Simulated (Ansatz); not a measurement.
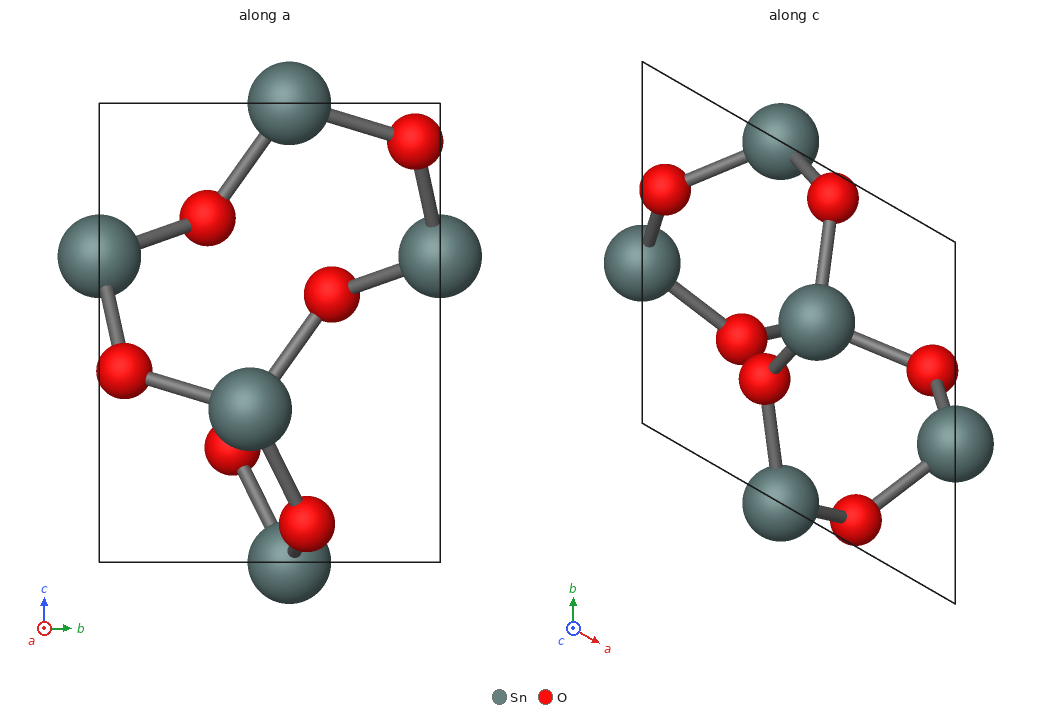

The crystal in a ball-and-stick representation, seen along the a axis and along the c axis. One conventional unit cell is outlined, and atoms on its boundary appear in each equivalent place.

SnO2, space group P3_221 (No. 154), a = 5.47 Å, b = 5.47 Å, c = 6.38 Å, α = 90.00°, β = 90.00°, γ = 120.00°.

The numbers come from Ansatz 0.2.0, DFT PBE, scalar-relativistic, plane waves, PAW, using E_cut = 420 eV, a 6×6×4 mesh of k-points, Gaussian smearing of 0.02 eV, no spin polarisation.

Does it come out as a metal, or with a gap?

A semiconductor at this level, with a gap of 1.90 eV on the k-mesh (the true edges may lie between mesh points, so the gap can be somewhat smaller).

The initial geometry was a structure type filled with these elements by a generator (whether the compound takes this form wasn't checked). The structure drawn was relaxed with DFT PBE, scalar-relativistic, plane waves, PAW (Ansatz).
